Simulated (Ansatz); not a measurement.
**Run report: Ge2Se, geometry relaxation (part 1 of 3)**

- system: Ge2Se (R3m, 3 atoms in the cell)
- method: DFT PBE, scalar-relativistic, plane waves, PAW, no spin polarisation (Ansatz 0.2.0)

The structure was made by swapping elements on the sites of another compound; it need not be a known phase. It belongs to a series of runs on one base structure; here: 3R molybdenite type (R3m, No. 160).

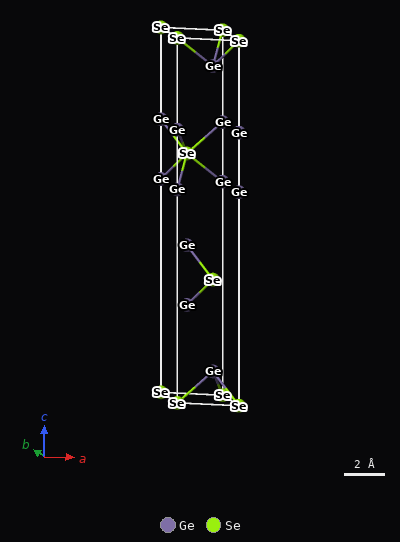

*The input geometry (ball-and-stick view of the cell 3 times as large as that of the calculation, set on its symmetry axes, seen slightly off an axis).*

### Summary

```csv
quantity,value
outcome,converged
space group (tolerance 0.01 Å),R3m (160)
electrons treated,44
free energy,−14058.5649 eV
Fermi energy,9.817 eV
gap on the k-point mesh,none (metallic)
pressure,0.01 GPa
final volume,64.12 Å³
largest force (length of the vector) at the end,0.005 eV/Å
final cell,"a = 5.903 Å, b = 5.903 Å, c = 5.903 Å, α = 36.17°, β = 36.17°, γ = 36.17°"
hardware,"1 thread of Intel Xeon (Granite Rapids), 192 GiB of memory available, shared host"
wall time,30 s
peak memory,0.38 GiB
```

### The input
```yaml
crystal:
  lattice:
    - [1.6247776217, 0.9380657972, 6.2908930191]
    - [-1.6247776217, 0.9380657972, 6.2908930191]
    - [0.0, -1.8761315945, 6.2908930191]
  atoms:
    - { symbol: Ge, position: [0.7484, 0.7484, 0.7484] }
    - { symbol: Ge, position: [0.5849, 0.5849, 0.5849] }
    - { symbol: Se, position: [0.0, 0.0, 0.0] }
basis:
  ecutwfc: 420
kpoints:
  mp_grid: { grid: [6, 6, 6] }
hamiltonian:
  xc: pbe
scf:
  occupations: { method: gaussian, width: 0.1 }
  lower_state_search: "off"
output:
  forces: true
  stress: true
  eigenvalues: true
relax:
  adjacent_minimum: "off"
  f_tol: 0.04
  max_steps: 70
  cell: { stress_tol: 0.4 }
```

Launch command:
```bash
ansatz run input.yaml --threads 1 --pin off --max-ram 2560MiB --backend cpu --events-out ev --progress --plain --runs-dir out
```

### Log
```
basis.fft_grid_basis auto: the FFT boxes are laid along the combinations [[1, 0, -1], [0, 1, -1], [0, 0, 1]] of the cell's own vectors, 3.250, 3.250 and 6.565 Å long. The dense box has 24×24×45 points. Along the cell's own vectors, as sized, it would have 45×45×45, 3.52 times as many. Of the 6 symmetry operations that the crystal satisfies within crystal.symmetry.tolerance (time reversal apart; of a slab, those that keep its plane) the dense box along the cell's own vectors carries 6, and the one as laid loses 4 of those. basis.fft_grid_basis: typed keeps the cell's own vectors: state it where this run's energies or levels are differenced outside the engine with another run's, or held beside a run that keeps those vectors.
Engine: ansatz 0.2.0, x86_64-unknown-linux-gnu
Pseudopotentials: kind: paw
Pseudopotential: Ge, paw, valence charge 14, recommended cutoff 420 eV (normal), Ge.paw.azcp
Pseudopotential: Se, paw, valence charge 16, recommended cutoff 420 eV (normal), Se.paw.azcp
Functional definition: PBE
  parameter kappa = 0.804
  parameter beta = 0.06672455060314922
  exchange = pbe_x(kappa = kappa, mu = beta*pi^2/3)
  correlation = pbe_c(beta = beta)
Crystal: 3 atoms, lattice volume = 57.530 Å³
Basis set: ecut = 420 eV, 1167 PW (Γ), FFT grids on a1−a3, a2−a3, a3, exchange–correlation on 48×48×90 points (8 copies of the dense FFT grid, shifted against one another)
Bands: 27, of which v1, the nominal top of the filled ones, is band 22 counted from 1 (21 counted from 0)
Symmetry: 6 space group operations
Space group: R3m (ITA 160), of the structure as read, at distance tolerance 3.9e-5 Å
k-points: 32 of 216 (time reversal used)
Non-local potential: Ge, projectors of the file, l = 0: 2, l = 1: 2, l = 2: 3, l = 3: 1
Non-local potential: Se, projectors of the file, l = 0: 2, l = 1: 2, l = 2: 3, l = 3: 1
PAW form: soft (Blöchl's): semilocal exchange-correlation on the pseudo side does not see the compensation charge
PAW one-centre angular grid: Ge, 590 points (default); XC on 64 Gauss nodes
PAW one-centre angular grid: Se, 590 points (default); XC on 64 Gauss nodes
Initial density: superposition of atomic densities (neutral atoms: chi_scale 0, normalization atom), corrected by the library's trained network
Initial wavefunctions: pseudopotential atomic-orbital guess
Functional: x = pbe(κ = 0.804, μ = 0.2195149727645171), c = pbe(β = 0.06672455060314922)
SCF iter   1: F=—  HF=-14056.350007 eV  |F-HF|=—  |Δ(HF+E_count)|=         —  Δρ=3.91e-3  dr2=6.73e-3  ethr=1.77e-3  ⟨swp⟩=5.4  Hψ=3556  notcnv=0
preconditioner: auto → LDOS  [metal: Δε(μ)=0.044 eV  Ē_g=20.975 eV  σ=0.100 eV  W_gap=0.24  n_scr=22 (ndim 8)  ℏωp=28.5 eV  f_vac=0.014  D(μ)=1.68/eV (n_scr^D=10)  β→1.0]
SCF iter   2: F=—  HF=-14056.348795 eV  |F-HF|=—  |Δ(HF+E_count)|=   1.21e-3  Δρ=1.11e-3  dr2=1.42e-3  ethr=1.53e-5  ⟨swp⟩=2.0  Hψ=1794  notcnv=0
SCF iter   3: F=—  HF=-14056.348610 eV  |F-HF|=—  |Δ(HF+E_count)|=   1.85e-4  Δρ=7.92e-4  dr2=2.68e-4  ethr=3.23e-6  ⟨swp⟩=2.0  Hψ=1545  notcnv=0
SCF iter   4: F=—  HF=-14056.348404 eV  |F-HF|=—  |Δ(HF+E_count)|=   2.06e-4  Δρ=1.77e-4  dr2=2.30e-5  ethr=6.09e-7  ⟨swp⟩=2.0  Hψ=1481  notcnv=0
SCF iter   5: F=—  HF=-14056.348424 eV  |F-HF|=—  |Δ(HF+E_count)|=   2.06e-5  Δρ=6.69e-5  dr2=4.31e-6  ethr=5.23e-8  ⟨swp⟩=2.0  Hψ=1543  notcnv=0
SCF iter   6: F=-14056.348424 eV  HF=-14056.348424 eV  |F-HF|=6.86e-8  |Δ(HF+E_count)|=   4.91e-7  Δρ=1.27e-5  dr2=9.18e-8  ethr=2.27e-10  ⟨swp⟩=5.2  Hψ=4293  notcnv=0
SCF 1 converged in 6 iterations: F = -14056.348424 eV  dr2 = 9.18e-8
  greatest PAW one-centre occupation: 1.000 electrons in one spin orbital (limit 2), on the Se atom at site 2 (counted from 0), in its partial waves of l = 2
relax step   1: F+E_penalty+E_count = -14056.34842404 eV  Δ(F+E_penalty+E_count) = +0.000e0 eV  max|allowed force component| = 4.651e0 eV/Å  Δτ_max = 0.0000 Å  P = +28.444 GPa  Ω = 57.530 Å³  (6 SCF iters, dr2 threshold 1.00e-7 eV, accepted)
Crystal: 3 atoms, lattice volume = 61.673 Å³
Basis set: ecut = 420 eV, 1233 PW (Γ), FFT grids on a1−a3, a2−a3, a3, exchange–correlation on 48×48×90 points (8 copies of the dense FFT grid, shifted against one another)
Initial density: handed on by an earlier stage of this run
Initial wavefunctions: those handed on with the density
iter 1 solved again at ethr=1.72e-4 eV; its pass at ethr=3.10e-3 eV (dr2=7.57e-2 eV) is discarded
SCF iter   1: F=—  HF=-14057.987306 eV  |F-HF|=—  |Δ(HF+E_count)|=         —  Δρ=1.25e-2  dr2=7.50e-2  ethr=1.72e-4  ⟨swp⟩=1.0  Hψ=4482  notcnv=0
preconditioner: auto → Kerker (q_TF=auto, 2.579 Å⁻¹)  [metal: Δε(μ)=0.018 eV  Ē_g=20.384 eV  σ=0.100 eV  W_gap=0.10  n_scr=22 (ndim 8)  ℏωp=27.6 eV  f_vac=0.000  D(μ)=1.89/eV (n_scr^D=16)]
SCF iter   2: F=—  HF=-14057.973878 eV  |F-HF|=—  |Δ(HF+E_count)|=   1.34e-2  Δρ=7.06e-3  dr2=2.69e-2  ethr=1.70e-4  ⟨swp⟩=2.0  Hψ=1002  notcnv=0
SCF iter   3: F=—  HF=-14057.967851 eV  |F-HF|=—  |Δ(HF+E_count)|=   6.03e-3  Δρ=1.45e-3  dr2=1.69e-3  ethr=6.11e-5  ⟨swp⟩=2.6  Hψ=1679  notcnv=0
SCF iter   4: F=—  HF=-14057.967454 eV  |F-HF|=—  |Δ(HF+E_count)|=   3.97e-4  Δρ=7.34e-4  dr2=3.97e-4  ethr=3.85e-6  ⟨swp⟩=2.0  Hψ=1563  notcnv=0
SCF iter   5: F=—  HF=-14057.967406 eV  |F-HF|=—  |Δ(HF+E_count)|=   4.78e-5  Δρ=2.32e-4  dr2=4.62e-5  ethr=9.03e-7  ⟨swp⟩=3.0  Hψ=1678  notcnv=0
SCF iter   6: F=—  HF=-14057.967382 eV  |F-HF|=—  |Δ(HF+E_count)|=   2.43e-5  Δρ=5.45e-5  dr2=2.12e-6  ethr=1.05e-7  ⟨swp⟩=2.0  Hψ=1386  notcnv=0
SCF iter   7: F=—  HF=-14057.967382 eV  |F-HF|=—  |Δ(HF+E_count)|=   3.05e-7  Δρ=2.00e-5  dr2=2.92e-7  ethr=6.82e-10  ⟨swp⟩=6.9  Hψ=4588  notcnv=0
SCF iter   8: F=-14057.967382 eV  HF=-14057.967382 eV  |F-HF|=1.66e-10  |Δ(HF+E_count)|=   6.60e-8  Δρ=7.78e-6  dr2=5.39e-8  ethr=6.63e-10  ⟨swp⟩=4.8  Hψ=3457  notcnv=0
SCF 2 converged in 8 iterations: F = -14057.967382 eV  dr2 = 5.39e-8
relax step   2: F+E_penalty+E_count = -14057.96738233 eV  Δ(F+E_penalty+E_count) = -1.619e0 eV  max|allowed force component| = 1.610e0 eV/Å  Δτ_max = 0.1920 Å  P = +8.617 GPa  Ω = 61.673 Å³  energy of the carried Pulay correction = -7.995e-4 eV  (8 SCF iters, dr2 threshold 3.00e-7 eV, accepted)
Crystal: 3 atoms, lattice volume = 61.629 Å³
Basis set: ecut = 420 eV, 1203 PW (Γ), FFT grids on a1−a3, a2−a3, a3, exchange–correlation on 48×48×90 points (8 copies of the dense FFT grid, shifted against one another)
iter 1 solved again at ethr=8.96e-5 eV; its pass at ethr=3.10e-3 eV (dr2=3.94e-2 eV) is discarded
SCF iter   1: F=—  HF=-14058.351196 eV  |F-HF|=—  |Δ(HF+E_count)|=         —  Δρ=8.70e-3  dr2=3.99e-2  ethr=8.96e-5  ⟨swp⟩=2.0  Hψ=5038  notcnv=0
preconditioner: auto → Kerker (q_TF=auto, 2.579 Å⁻¹)  [metal: Δε(μ)=0.042 eV  Ē_g=20.334 eV  σ=0.100 eV  W_gap=0.23  n_scr=22 (ndim 8)  ℏωp=27.6 eV  f_vac=0.000  D(μ)=2.02/eV (n_scr^D=16)]
SCF iter   2: F=—  HF=-14058.344736 eV  |F-HF|=—  |Δ(HF+E_count)|=   6.46e-3  Δρ=4.90e-3  dr2=1.59e-2  ethr=8.96e-5  ⟨swp⟩=1.1  Hψ=875  notcnv=0
SCF iter   3: F=—  HF=-14058.342111 eV  |F-HF|=—  |Δ(HF+E_count)|=   2.63e-3  Δρ=9.87e-4  dr2=7.72e-4  ethr=3.61e-5  ⟨swp⟩=2.2  Hψ=1580  notcnv=0
SCF iter   4: F=—  HF=-14058.341894 eV  |F-HF|=—  |Δ(HF+E_count)|=   2.17e-4  Δρ=6.04e-4  dr2=2.39e-4  ethr=1.75e-6  ⟨swp⟩=2.0  Hψ=1557  notcnv=0
SCF iter   5: F=—  HF=-14058.341845 eV  |F-HF|=—  |Δ(HF+E_count)|=   4.83e-5  Δρ=2.19e-4  dr2=6.69e-5  ethr=5.44e-7  ⟨swp⟩=2.1  Hψ=1100  notcnv=0
SCF iter   6: F=—  HF=-14058.341832 eV  |F-HF|=—  |Δ(HF+E_count)|=   1.30e-5  Δρ=6.42e-5  dr2=7.68e-6  ethr=1.52e-7  ⟨swp⟩=2.0  Hψ=1549  notcnv=0
SCF iter   7: F=—  HF=-14058.341831 eV  |F-HF|=—  |Δ(HF+E_count)|=   1.62e-6  Δρ=3.10e-5  dr2=9.18e-7  ethr=1.75e-8  ⟨swp⟩=2.0  Hψ=1563  notcnv=0
SCF iter   8: F=-14058.341830 eV  HF=-14058.341830 eV  |F-HF|=2.70e-8  |Δ(HF+E_count)|=   5.34e-7  Δρ=1.30e-5  dr2=1.17e-7  ethr=6.82e-10  ⟨swp⟩=6.0  Hψ=4300  notcnv=0
SCF 3 converged in 8 iterations: F = -14058.341830 eV  dr2 = 1.17e-7
relax step   3: F+E_penalty+E_count = -14058.34183018 eV  Δ(F+E_penalty+E_count) = -3.744e-1 eV  max|allowed force component| = 6.595e-1 eV/Å  Δτ_max = 0.1579 Å  P = +4.159 GPa  Ω = 61.629 Å³  energy of the carried Pulay correction = -7.912e-4 eV  (8 SCF iters, dr2 threshold 3.00e-7 eV, accepted)
Crystal: 3 atoms, lattice volume = 64.363 Å³
Basis set: ecut = 420 eV, 1237 PW (Γ), FFT grids on a1−a3, a2−a3, a3, exchange–correlation on 48×48×90 points (8 copies of the dense FFT grid, shifted against one another)
iter 1 solved again at ethr=2.39e-5 eV; its pass at ethr=3.10e-3 eV (dr2=1.05e-2 eV) is discarded
SCF iter   1: F=—  HF=-14058.470713 eV  |F-HF|=—  |Δ(HF+E_count)|=         —  Δρ=3.91e-3  dr2=1.05e-2  ethr=2.39e-5  ⟨swp⟩=2.0  Hψ=6054  notcnv=0
preconditioner: auto → Kerker (q_TF=auto, 2.561 Å⁻¹)  [metal: Δε(μ)=0.036 eV  Ē_g=20.190 eV  σ=0.100 eV  W_gap=0.20  n_scr=22 (ndim 8)  ℏωp=27.0 eV  f_vac=0.000  D(μ)=2.86/eV (n_scr^D=28)]
SCF iter   2: F=—  HF=-14058.469393 eV  |F-HF|=—  |Δ(HF+E_count)|=   1.32e-3  Δρ=2.30e-3  dr2=4.51e-3  ethr=2.39e-5  ⟨swp⟩=1.0  Hψ=864  notcnv=0
SCF iter   3: F=—  HF=-14058.469101 eV  |F-HF|=—  |Δ(HF+E_count)|=   2.92e-4  Δρ=5.80e-4  dr2=1.84e-4  ethr=1.02e-5  ⟨swp⟩=2.2  Hψ=1439  notcnv=0
SCF iter   4: F=—  HF=-14058.469074 eV  |F-HF|=—  |Δ(HF+E_count)|=   2.66e-5  Δρ=3.72e-4  dr2=6.51e-5  ethr=4.19e-7  ⟨swp⟩=2.0  Hψ=1557  notcnv=0
SCF iter   5: F=—  HF=-14058.469061 eV  |F-HF|=—  |Δ(HF+E_count)|=   1.27e-5  Δρ=1.20e-4  dr2=2.22e-5  ethr=1.48e-7  ⟨swp⟩=2.0  Hψ=1550  notcnv=0
SCF iter   6: F=—  HF=-14058.469058 eV  |F-HF|=—  |Δ(HF+E_count)|=   3.30e-6  Δρ=7.13e-5  dr2=6.33e-6  ethr=5.05e-8  ⟨swp⟩=2.0  Hψ=1370  notcnv=0
SCF iter   7: F=—  HF=-14058.469057 eV  |F-HF|=—  |Δ(HF+E_count)|=   9.60e-7  Δρ=2.30e-5  dr2=5.35e-7  ethr=1.44e-8  ⟨swp⟩=2.0  Hψ=1524  notcnv=0
SCF iter   8: F=-14058.469057 eV  HF=-14058.469057 eV  |F-HF|=6.19e-9  |Δ(HF+E_count)|=   1.34e-8  Δρ=5.26e-6  dr2=3.52e-8  ethr=6.82e-10  ⟨swp⟩=7.0  Hψ=4527  notcnv=0
SCF 4 converged in 8 iterations: F = -14058.469057 eV  dr2 = 3.52e-8
relax step   4: F+E_penalty+E_count = -14058.46905723 eV  Δ(F+E_penalty+E_count) = -1.272e-1 eV  max|allowed force component| = 5.810e-1 eV/Å  Δτ_max = 0.0701 Å  P = +0.602 GPa  Ω = 64.363 Å³  energy of the carried Pulay correction = -1.289e-3 eV  (8 SCF iters, dr2 threshold 3.00e-7 eV, accepted)
Crystal: 3 atoms, lattice volume = 62.639 Å³
Basis set: ecut = 420 eV, 1213 PW (Γ), FFT grids on a1−a3, a2−a3, a3, exchange–correlation on 48×48×90 points (8 copies of the dense FFT grid, shifted against one another)
iter 1 solved again at ethr=2.11e-4 eV; its pass at ethr=3.10e-3 eV (dr2=9.26e-2 eV) is discarded
SCF iter   1: F=—  HF=-14058.565404 eV  |F-HF|=—  |Δ(HF+E_count)|=         —  Δρ=9.36e-3  dr2=9.26e-2  ethr=2.11e-4  ⟨swp⟩=1.9  Hψ=5653  notcnv=0
preconditioner: auto → Kerker (q_TF=auto, 2.572 Å⁻¹)  [metal: Δε(μ)=0.091 eV  Ē_g=20.435 eV  σ=0.100 eV  W_gap=0.46  n_scr=22 (ndim 8)  ℏωp=27.4 eV  f_vac=0.000  D(μ)=1.70/eV (n_scr^D=14)]
SCF iter   2: F=—  HF=-14058.552810 eV  |F-HF|=—  |Δ(HF+E_count)|=   1.26e-2  Δρ=5.14e-3  dr2=3.39e-2  ethr=2.10e-4  ⟨swp⟩=1.9  Hψ=984  notcnv=0
SCF iter   3: F=—  HF=-14058.547344 eV  |F-HF|=—  |Δ(HF+E_count)|=   5.47e-3  Δρ=1.18e-3  dr2=2.26e-3  ethr=7.71e-5  ⟨swp⟩=2.0  Hψ=1718  notcnv=0
SCF iter   4: F=—  HF=-14058.546183 eV  |F-HF|=—  |Δ(HF+E_count)|=   1.16e-3  Δρ=9.17e-4  dr2=6.34e-4  ethr=5.15e-6  ⟨swp⟩=2.0  Hψ=1562  notcnv=0
SCF iter   5: F=—  HF=-14058.546073 eV  |F-HF|=—  |Δ(HF+E_count)|=   1.09e-4  Δρ=2.49e-4  dr2=7.57e-5  ethr=1.44e-6  ⟨swp⟩=2.8  Hψ=1565  notcnv=0
SCF iter   6: F=—  HF=-14058.546064 eV  |F-HF|=—  |Δ(HF+E_count)|=   9.12e-6  Δρ=1.40e-4  dr2=1.50e-5  ethr=1.72e-7  ⟨swp⟩=2.0  Hψ=1562  notcnv=0
SCF iter   7: F=—  HF=-14058.546061 eV  |F-HF|=—  |Δ(HF+E_count)|=   2.97e-6  Δρ=5.99e-5  dr2=3.17e-6  ethr=3.40e-8  ⟨swp⟩=2.0  Hψ=1563  notcnv=0
SCF iter   8: F=—  HF=-14058.546061 eV  |F-HF|=—  |Δ(HF+E_count)|=   5.17e-7  Δρ=2.14e-5  dr2=3.69e-7  ethr=7.21e-9  ⟨swp⟩=2.0  Hψ=1402  notcnv=0
SCF iter   9: F=-14058.546062 eV  HF=-14058.546062 eV  |F-HF|=5.86e-9  |Δ(HF+E_count)|=   1.54e-7  Δρ=4.95e-6  dr2=2.38e-8  ethr=6.82e-10  ⟨swp⟩=7.0  Hψ=4209  notcnv=0
SCF 5 converged in 9 iterations: F = -14058.546062 eV  dr2 = 2.38e-8
relax step   5: F+E_penalty+E_count = -14058.54606164 eV  Δ(F+E_penalty+E_count) = -7.700e-2 eV  max|allowed force component| = 1.094e-1 eV/Å  Δτ_max = 0.1539 Å  P = +0.928 GPa  Ω = 62.639 Å³  energy of the carried Pulay correction = -9.779e-4 eV  (9 SCF iters, dr2 threshold 3.00e-7 eV, accepted)
Crystal: 3 atoms, lattice volume = 63.497 Å³
iter 1 solved again at ethr=3.49e-6 eV; its pass at ethr=3.10e-3 eV (dr2=1.54e-3 eV) is discarded
```
